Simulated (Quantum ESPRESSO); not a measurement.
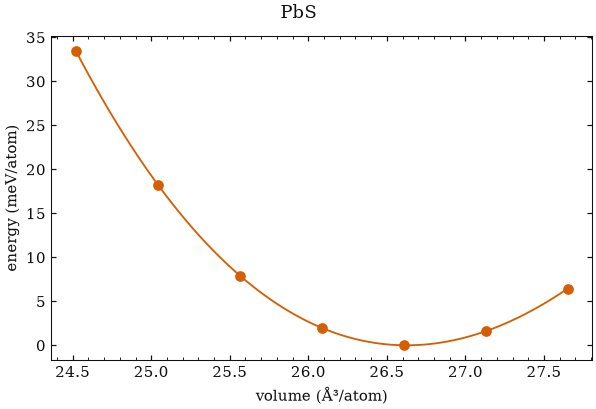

The figure shows the energy against volume for PbS, space group Fm-3m (No. 225).

Structure:
```yaml
crystal:
  lattice:
    - [0.00000, 2.96575, 2.96575]
    - [2.96575, 0.00000, 2.96575]
    - [2.96575, 2.96575, 0.00000]
  atoms:
    - { symbol: Pb, position: [0.00000, 0.00000, 0.00000] }
    - { symbol: S, position: [0.50000, 0.50000, 0.50000] }
```

How it was computed, with Quantum ESPRESSO 7.5: plane-wave DFT, no spin polarisation; energies at scaled volumes of the given cell, shape and fractions fixed, counted from the fit's minimum, third-order Birch-Murnaghan fit. Level: rev-vdW-DF2.

- k mesh: 8×8×8
- occupations: Fermi–Dirac
- smearing width: 0.05 eV
- potentials: PseudoDojo 0.4.1 SR PBE standard
- wave cutoff: 761.9 eV
- density cutoff: 3048 eV

This calculation gives: equilibrium volume 26.63 Å³/atom and bulk modulus 55.9 GPa.

Now Pb is replaced by Mg on all its sites, which gives MgS in the same structure. The second calculation uses wave cutoff 1142.878 eV and k mesh 9×9×9. Predict the effect.

The equilibrium volume falls from 26.63 to 17.70 Å³/atom (−34 %) and the bulk modulus rises from 55.9 to 75.7 GPa (+35 %).

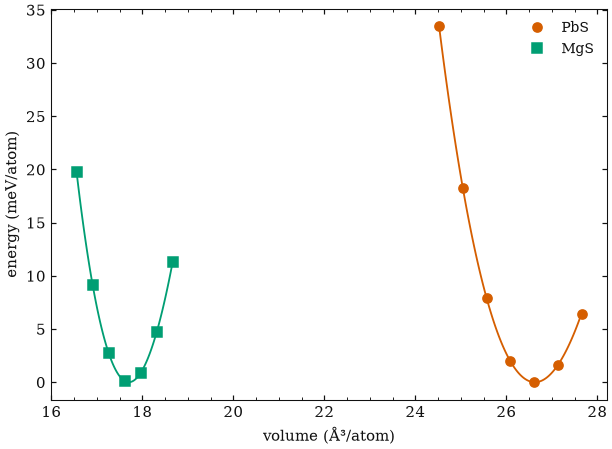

The two results together.

For PbS, limits of the calculation: potentials made for another functional; spin-orbit coupling left out, heavy elements.

For MgS, limits of the calculation: potentials made for another functional.

V0 and the bulk modulus come from third-order Birch–Murnaghan fits.
